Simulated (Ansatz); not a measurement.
A series of calculations on SnO2

**1. Relaxation**

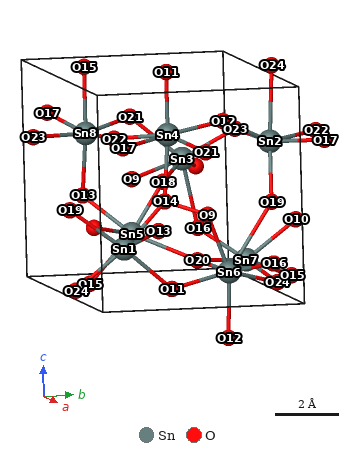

Starting structure of an amorphous cell of composition SnO2 (coarse preliminary run). A ball-and-stick model of the cell of the calculation (origin shifted), seen slightly off an axis.

Case: the quenched liquid.

Level of theory: Ansatz 0.2.0, DFT PBE, scalar-relativistic, plane waves, PAW.

Input
```yaml
crystal:
  lattice:
    - [6.715529, 0.049507, -0.251323]
    - [0.049507, 6.941236, -0.089622]
    - [-0.251323, -0.089622, 7.038805]
  atoms:
    - { symbol: Sn, position: [0.4666526637, 0.6131857899, 0.4512456167] }
    - { symbol: Sn, position: [0.3068025868, 0.4079634733, 0.8894936179] }
    - { symbol: Sn, position: [0.7707790744, 0.1700244622, 0.7307626103] }
    - { symbol: Sn, position: [0.4237630252, 0.8593453606, 0.9605122127] }
    - { symbol: Sn, position: [0.9764803608, 0.8345323788, 0.4313442126] }
    - { symbol: Sn, position: [0.4299322571, 0.1441164765, 0.3188470267] }
    - { symbol: Sn, position: [0.0055482442, 0.3874365735, 0.2950050607] }
    - { symbol: Sn, position: [0.851617318, 0.6650831331, 0.8802449132] }
    - { symbol: O, position: [0.4790375978, 0.0262961375, 0.5936567896] }
    - { symbol: O, position: [0.1352599624, 0.5891879401, 0.4942877915] }
    - { symbol: O, position: [0.4654256398, 0.8446100263, 0.2567944972] }
    - { symbol: O, position: [0.3817374106, 0.1494927055, 0.0056117156] }
    - { symbol: O, position: [0.7653590938, 0.6743886674, 0.5793976714] }
    - { symbol: O, position: [0.3918074762, 0.8479250793, 0.6480771425] }
    - { symbol: O, position: [0.8927906951, 0.6511807314, 0.1943380066] }
    - { symbol: O, position: [0.7287626038, 0.2540399249, 0.4013190949] }
    - { symbol: O, position: [0.5686273388, 0.582019101, 0.9325531103] }
    - { symbol: O, position: [0.0027236426, 0.9855883747, 0.6695060161] }
    - { symbol: O, position: [0.4590959227, 0.3518051582, 0.6375511502] }
    - { symbol: O, position: [0.1141404996, 0.1044477444, 0.3208003816] }
    - { symbol: O, position: [0.7368833643, 0.9289815161, 0.9280479283] }
    - { symbol: O, position: [0.1747602157, 0.6851873632, 0.9078788468] }
    - { symbol: O, position: [0.9569691097, 0.3663670842, 0.8915710533] }
    - { symbol: O, position: [0.3340914958, 0.4166797494, 0.2440346191] }
  symmetry: { detect: false }
basis:
  ecutwfc: 420
kpoints:
  mp_grid: { grid: [1, 1, 1], shift: [0.25, 0.25, 0.25] }
hamiltonian:
  xc: pbe
scf:
  occupations: { method: gaussian, width: 0.1 }
  lower_state_search: "off"
output:
  forces: true
  stress: true
  eigenvalues: true
relax:
  adjacent_minimum: "off"
  f_tol: 0.04
  max_steps: 70
  cell: { stress_tol: 0.3 }
```

Command:
```bash
ansatz run input.yaml --threads 2 --pin off --max-ram 5120MiB --backend cpu --events-out ev --progress --plain --runs-dir out
```

> What does the optimiser find from here?

The energy falls by 2.858 eV per cell of the calculation in 17 accepted moves (21 points after the start). The largest force component goes from 1.5 to 0.033 eV/Å. Pressure: −1.67 GPa at the start and 0.06 GPa at the end. The line search rejected the trial step at point 9 of the run. The SCF was repeated 3 times at an unchanged geometry on a basis and grid sized afresh for the cell, which shifted the energy by 0.137 eV per cell of the calculation at most. O18 moves most relative to the cell: 0.89 Å along [0 3 −2]. Largest moves by element: O 0.89 Å, Sn 0.54 Å. The drawn cell changes as follows: a 6.720 → 6.638 Å (−1.2 %), b 6.942 → 6.670 Å (−3.9 %), c 7.044 → 7.466 Å (+6.0 %), α 91.5° → 83.8°, β 94.2° → 102.7°, γ 89.1° → 93.7°; the volume changes by −2.2 %. Some distances before and after: Sn7–O18 3.890 → 2.254 Å, Sn2–O10 3.214 → 2.078 Å, Sn5–O14 3.083 → 2.229 Å, Sn2–O24 2.490 → 3.282 Å. New bonds form: Sn1–O16 (3.06 → 2.29 Å), Sn2–O10 (3.21 → 2.08 Å), Sn5–O14 (3.08 → 2.23 Å), Sn7–O18 (3.89 → 2.25 Å). Bonds break: Sn2–O24 (2.49 → 3.28 Å), Sn4–O14 (2.20 → 2.94 Å). Bond angles that change, for instance: O10–Sn5–O18 103.3° → 138.0°, O14–Sn1–O24 141.8° → 110.0°, O16–Sn7–O20 81.9° → 112.7°. The run took 120 s on 2 threads of Arm Neoverse V1, with other jobs on the host, peak memory 0.54 GiB.

Step by step:

| step | E − E(0), meV/atom | largest force component, eV/Å | pressure, GPa | volume, Å³/atom | note |
| --- | --- | --- | --- | --- | --- |
| 0 | 0.00 | 1.4830 | -1.67 | 13.650 |  |
| 1 | -54.48 | 1.1990 | -0.28 | 13.422 |  |
| 2 | -81.70 | 0.3614 | 0.18 | 13.201 |  |
| 3 | -91.78 | 0.3959 | 0.04 | 13.123 |  |
| 4 | -97.95 | 0.2845 | 0.17 | 13.056 |  |
| 5 | -100.07 | 0.2257 | 0.17 | 13.068 |  |
| 6 | -101.69 | 0.3448 | 0.18 | 13.129 |  |
| 7 | -102.46 | 0.3617 | -0.19 | 13.178 |  |
| 8 | -108.52 | 0.2244 | 0.55 | 13.146 |  |
| 9 | -106.99 | 0.3566 | -0.37 | 13.260 | rejected |
| 10 | -109.51 | 0.1196 | 0.34 | 13.162 |  |
| 11 | -109.61 | 0.2843 | -0.38 | 13.196 |  |
| 12 | -110.09 | 0.1422 | 0.23 | 13.160 |  |
| 13 | -110.22 | 0.1031 | -0.07 | 13.192 |  |
| 14 | -110.47 | 0.0200 | 0.02 | 13.187 |  |
| 15 | -116.17 | 0.0198 | 0.46 | 13.187 | same geometry, new basis |
| 16 | -117.64 | 0.0955 | 0.35 | 13.233 |  |
| 17 | -117.78 | 0.0702 | 0.05 | 13.293 |  |
| 18 | -117.76 | 0.0309 | -0.01 | 13.318 |  |
| 19 | -118.84 | 0.0318 | 0.10 | 13.318 | same geometry, new basis |
| 20 | -118.77 | 0.0326 | 0.05 | 13.349 |  |
| 21 | -119.09 | 0.0328 | 0.06 | 13.349 | same geometry, new basis |

Final geometry:

```
CELL_PARAMETERS angstrom
6.59079 -0.20330 -0.76663
-0.18688 6.65791 0.36123
-0.77280 0.38838 7.41611
ATOMIC_POSITIONS crystal
Sn 0.51747 0.58645 0.45379
Sn 0.27678 0.42097 0.83266
Sn 0.75979 0.17805 0.71132
Sn 0.44759 0.85867 0.97356
Sn 0.01964 0.81804 0.47087
Sn 0.40580 0.13702 0.28387
Sn 0.99925 0.33587 0.35486
Sn 0.86223 0.65100 0.92477
O 0.45603 0.02243 0.56557
O 0.13254 0.51645 0.56348
O 0.50856 0.84587 0.25521
O 0.37374 0.15178 0.99733
O 0.78701 0.70772 0.61216
O 0.36079 0.81529 0.57625
O 0.92715 0.62471 0.21924
O 0.68596 0.31869 0.39621
O 0.54954 0.58016 0.96028
O 0.99212 0.09819 0.59247
O 0.51211 0.36822 0.67830
O 0.08732 0.05961 0.27592
O 0.73605 0.94479 0.91200
O 0.16750 0.71720 0.88617
O 0.96058 0.36375 0.89119
O 0.29351 0.41896 0.27542
```

After the run, drawn alike:

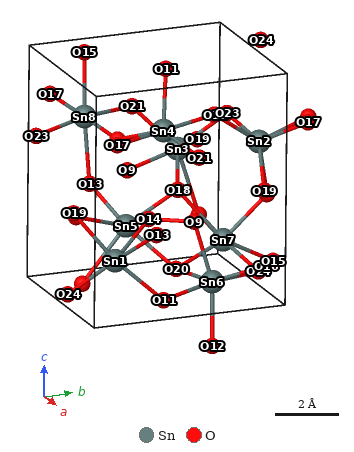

Limits of the set-up: the periodic images lie only 6.7 Å apart, so the values are limited by the cell's size.

**2. Dynamics**

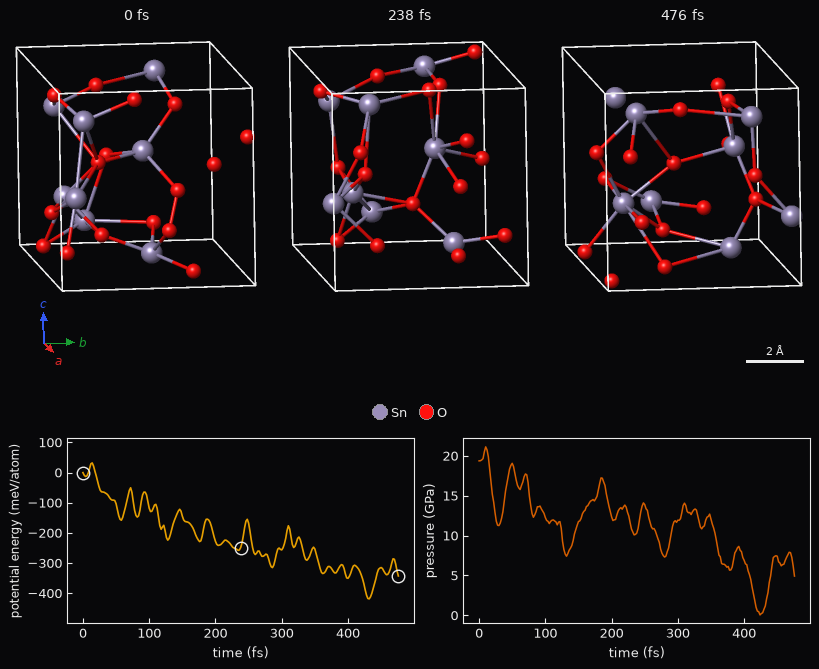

A Born-Oppenheimer molecular dynamics run of an amorphous cell of composition SnO₂ (24 atoms in the cell), 476 fs long. Frames and the history of the run. The picture is a ball-and-stick view of the simulation cell, seen slightly off an axis. Atoms that leave the cell re-enter on the other side. Bonds to atoms that aren't drawn are left out.

These are results of Ansatz 0.2.0, DFT PBE, scalar-relativistic, plane waves, PAW, not measurements. Run with plane-wave cutoff 420 eV; k-point mesh 1 × 1 × 1; Fermi-Dirac smearing 0.259 eV; volume 1.05 times that of the relaxed crystal; set temperature 3000 K; time step 2 fs.

The input:
```yaml
crystal:
  lattice:
    - [6.715529, 0.049507, -0.251323]
    - [0.049507, 6.941236, -0.089622]
    - [-0.251323, -0.089622, 7.038805]
  atoms:
    - { symbol: Sn, position: [0.3961283672, 0.5541642573, 0.5503374313] }
    - { symbol: Sn, position: [0.2857555263, 0.1234329682, 0.7644238863] }
    - { symbol: Sn, position: [0.7666383844, 0.1715136864, 0.7971886018] }
    - { symbol: Sn, position: [0.4408558279, 0.58178659, 0.0434888428] }
    - { symbol: Sn, position: [0.8626761962, 0.103645853, 0.4306537757] }
    - { symbol: Sn, position: [0.3690672167, 0.1508125913, 0.3241036102] }
    - { symbol: Sn, position: [0.0518048716, 0.3207948986, 0.1236975984] }
    - { symbol: Sn, position: [0.0241731267, 0.7015862911, 0.8659992763] }
    - { symbol: O, position: [0.182048725, 0.9689242695, 0.4201416888] }
    - { symbol: O, position: [0.5229100902, 0.2954932576, 0.5279690236] }
    - { symbol: O, position: [0.6144219689, 0.0310839096, 0.3028468519] }
    - { symbol: O, position: [0.422012034, 0.3295851988, 0.136053208] }
    - { symbol: O, position: [0.7922256781, 0.7212114041, 0.0292380168] }
    - { symbol: O, position: [0.6642892931, 0.6739026022, 0.4097264275] }
    - { symbol: O, position: [0.1663591191, 0.6538719185, 0.1311208764] }
    - { symbol: O, position: [0.9236240663, 0.041245747, 0.1702983468] }
    - { symbol: O, position: [0.54881562, 0.069222833, 0.8815608946] }
    - { symbol: O, position: [0.9680401175, 0.9737728762, 0.7432924115] }
    - { symbol: O, position: [0.761125269, 0.4362854396, 0.8986090187] }
    - { symbol: O, position: [0.1124403394, 0.4266069108, 0.4660250326] }
    - { symbol: O, position: [0.2153132524, 0.0712833947, 0.0391416587] }
    - { symbol: O, position: [0.2778974381, 0.7503971919, 0.7540669913] }
    - { symbol: O, position: [0.1776499468, 0.3646161205, 0.8370056733] }
    - { symbol: O, position: [0.7133082078, 0.6162929635, 0.218782059] }
  symmetry: { detect: false }
basis:
  ecutwfc: 420
  xc_grid: 1
kpoints:
  mp_grid: { grid: [1, 1, 1], shift: [0.0, 0.0, 0.0] }
hamiltonian:
  xc: pbe
scf:
  occupations: { method: fermi_dirac, width: 0.2585 }
  lower_state_search: "off"
  convergence: { dr2_threshold: 1.0e-05 }
output:
  forces: true
  stress: true
md:
  timestep: 2.0
  n_steps: 238
  ensemble: nvt_langevin
  friction: 0.03
  temperature: 3000.0
  initial_velocities: maxwell_boltzmann
  seed: 29099
```

Launched with:
```bash
ansatz run input.yaml --threads 2 --pin off --max-ram 5120MiB --backend cpu --events-out ev --progress --plain --runs-dir out
```

Question: What do the frames and curves show?

Answer: Root-mean-square distances from the starting positions over the second half, with the common drift of all atoms taken out: O 1.74 Å, Sn 0.81 Å. That is a large part of the typical shortest distance between atoms in the first frame, about 1.9 Å and still growing: the atoms leave their places as in a liquid. Bond changes: 2 O–O bonds break between 72 fs and 204 fs; 2 O–O bonds form between 114 fs and 170 fs. Over the second half the temperature averages 3138 K (spread ±485 K). The potential energy is still drifting at the end, so the run hasn't reached equilibrium. The potential energy in the second half lies on average 292 meV per atom below the first frame. The mean pressure there is 8.6 GPa.

Limits of the set-up: the periodic images lie only 6.7 Å apart, so the values are limited by the cell's size.

Cost: 6.7 min on 2 threads of Arm Neoverse V1 (shared host), peak memory 0.49 GiB.

**3. Dynamics**

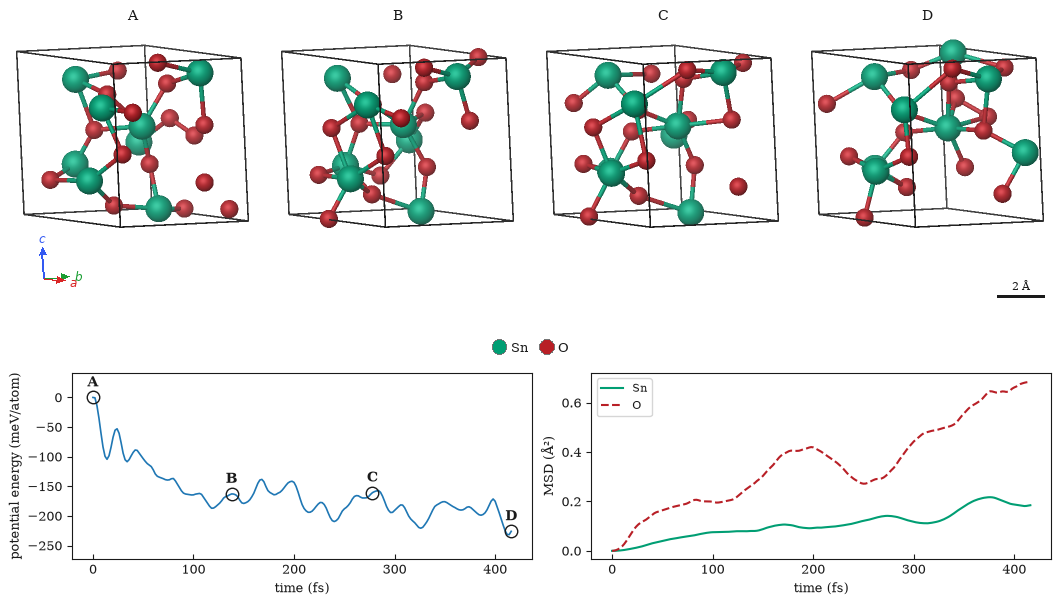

A Born-Oppenheimer molecular dynamics run of an amorphous cell of composition SnO₂ (24 atoms in the cell), 416 fs long. It starts from the last geometry of an earlier run, with fresh velocities. Frames (A at 0 fs, B at 138 fs, C at 278 fs, D at 416 fs) and the history of the run. The picture is a ball-and-stick view of the simulation cell, seen from a free direction. Atoms that leave the cell re-enter on the other side. Bonds to atoms that aren't drawn are left out.

Computed with DFT PBE, scalar-relativistic, plane waves, PAW in Ansatz. Set-up: plane-wave cutoff 420 eV; k-point mesh 1 × 1 × 1; Fermi-Dirac smearing 0.103 eV; volume 1.05 times that of the relaxed crystal; set temperature 1200 K; time step 2 fs.

**Describe the run.**

Over the second half the temperature averages 1229 K (spread ±226 K). The potential energy in the second half lies on average 189 meV per atom below the first frame. The first frame is far from relaxed (forces up to 6.4 eV/Å), so much of the motion is the structure settling. The mean pressure there is 3.3 GPa. Root-mean-square distances from the starting positions over the second half, with the common drift of all atoms taken out: O 0.68 Å, Sn 0.38 Å. Against the typical shortest distance between atoms in the first frame, about 1.9 Å these are large excursions, but over 416 fs one can't yet tell strong vibration from the start of diffusion. 1 of the 24 free atoms end more than three quarters of that spacing from the start.

Limits of the set-up: the periodic images lie only 6.7 Å apart, so the values are limited by the cell's size.
